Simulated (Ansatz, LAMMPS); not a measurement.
# Static equation of state of glassy 55SiO2-45BaO (mol %) (107 atoms)

Density of this cell: 3.96 g/cm³. The cell holds 107 atoms: 23 Si, 19 Ba and 65 O. Its edges and angles: a = 12.012 Å, b = 12.040 Å, c = 12.474 Å, α = 91.0°, β = 89.9°, γ = 87.3°. The starting structure: 107 atoms (23 Si, 19 Ba, 65 O) placed at random at 3.99 g/cm³, melted at 4000 K for 10 ps at fixed volume with the Morse and Coulomb pair potential with partial charges (Pedone, Malavasi, Menziani, Cormack and Segre, J. Phys. Chem. B 110, 11780 (2006)). Quenched from 4000 K to 300 K at 100 K/ps and fixed volume, held 10 ps at zero pressure, then minimised at fixed cell.

Calculated with Ansatz 0.2.0: Kohn-Sham DFT, PBE, PAW (set soft_2), plane waves; cutoff 420 eV, Γ point, fixed occupations. Cell and atoms were relaxed first, to V0 = 16.838 Å³ an atom at a residual P0 = 0.004 GPa. The cell was then scaled evenly, and the atoms were relaxed at each volume.

| volume (Å³/atom) | pressure (GPa) |
| --- | --- |
| 15.154 | ? |
| 15.828 | 3.231 |
| 16.333 | 1.511 |
| 17.343 | -1.163 |
| 17.849 | -2.126 |

**Question.** Fit the third-order Birch–Murnaghan equation to the rows given and extrapolate to the withheld row.

**Working.**

Take the Eulerian strain f = ½[(V0/V)^(2/3) − 1] and the normalised pressure F = (P − P0) / [3f(1 + 2f)^(5/2)]. The third-order Birch–Murnaghan equation is then the line F = B0 + (3/2)B0(B′ − 4) f, so u = f and v = F.

```
      u = f  v = F (GPa)
  0.0210567      46.0757
  0.0102568      46.5448
-0.00975658      41.8923
 -0.0190506      41.0772
```

With n = 4: mean u = 6.2657e-4, mean v = 43.8975, Σ(u − ū)² = 0.0010051, Σ(u − ū)(v − v̄) = 0.14631. Slope b = 0.14631 / 0.0010051 = 145.56; intercept a = v̄ − b ū = 43.806.

So B0 = a = 43.8 GPa and B′ = 4 + 2b/(3a) = 6.22. At the withheld volume f = 0.03638, F = a + b f = 49.10 GPa, and P = P0 + 3f(1 + 2f)^(5/2) F.

Prediction at 15.154: 6.393 GPa. The run gave 4.774 GPa, so the fit is high by 1.6 GPa (34 % of the value).

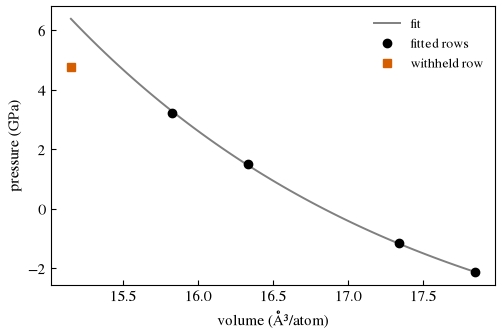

The fit, the rows that it rests on and the withheld row.

The series isn't one smooth equation of state: even a line fitted to all rows, the withheld one included, misses F by up to 13.5 %, the count of bonds changes along the series and an atom moves over 0.5 Å in some relaxation. B0 and B′ are then only the numbers of this fit, not moduli of the material. Among the rows given, the largest miss of the fit is at 15.828, by 0.056 GPa (0.81 % of the range of the table).

Limits: Static cells at zero temperature; the cell shape is held. The program notes that the SCF threshold of these relaxations is loose for the stress. The quench rate of 100 K/ps is many orders above laboratory rates, so the cell is likely richer in defects and strain than a real sample. The network of bonds at the start is that of the classical potential that made the cell, and needn't be the one that DFT or experiment would give. Only the Γ point is sampled, in a cell whose shortest periodic width is 12 Å.

[Logs are printed without paths, hosts, clocks, repeated set-up lines and the standing remarks that a program may print on its own settings, such as how far it seeks lower states.]

[Hosts, paths, dates, database ids (printed as entryN), source tags and the programs' standing remarks are cut or masked in the printed files.]
